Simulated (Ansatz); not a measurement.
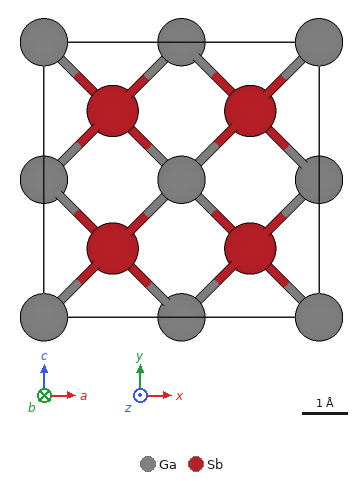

Crystalline GaSb (F-43m): the cell is strained along y alone, with the atoms kept at their fractional coordinates. x, y and z are the Cartesian axes of the input. The picture shows the reference cell. Style: ball-and-stick. Shown: the conventional cell (4 times the calculation's cell), along the b axis. Lengths and directions refer to the drawn axes.

The calculation used Ansatz 0.2.0, DFT PBE, scalar-relativistic, plane waves, PAW. (plane-wave cutoff 420 eV; k-point mesh 14 × 14 × 14; occupations gaussian; smearing width 0.15 eV; no spin polarisation). Energies (free energies at the smearing named) are counted from the cell as listed in its source, which wasn't relaxed.

```
Ga Sb
1.0
     0.00000    3.05900    3.05900
     3.05900    0.00000    3.05900
     3.05900    3.05900    0.00000
Ga Sb
1 1
Direct
  0.00000 0.00000 0.00000
  0.75000 0.75000 0.75000
```

> Give the energy at each point (the strain: −0.0200, −0.0150, −0.0100, −0.0050, 0.0000, 0.0050, 0.0100, 0.0150, 0.0175, 0.0200).

```csv
strain,ΔE (meV/atom)
−0.0200,11.4
−0.0150,8.0
−0.0100,4.9
−0.0050,2.3
0.0000,0.0
0.0050,−1.9
0.0100,−3.4
0.0150,−4.6
0.0175,−5.0
0.0200,−5.4
```

Of the computed points the lowest is at the strain 0.02, −5.4 meV/atom. The energy is still falling at the end of the range, so the minimum along this coordinate lies there or beyond. At the ends of the scan the energy is 11.4 meV/atom (−0.02) and −5.4 meV/atom (0.02). The unrelaxed reference is under a pressure of 2.3 GPa, which tilts the curve. The distortion takes the space group from F-43m to I-4m2. At the strain −0.02 the cell of the drawing goes c 6.118 → 5.996 Å.

As a plot:

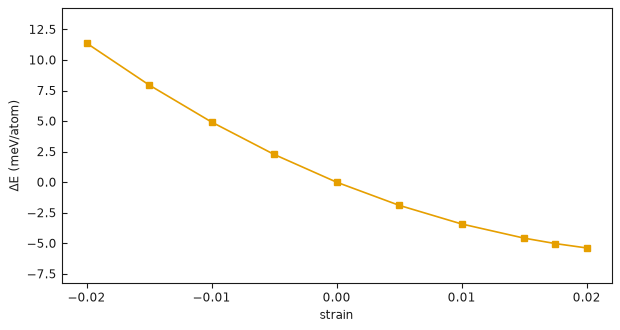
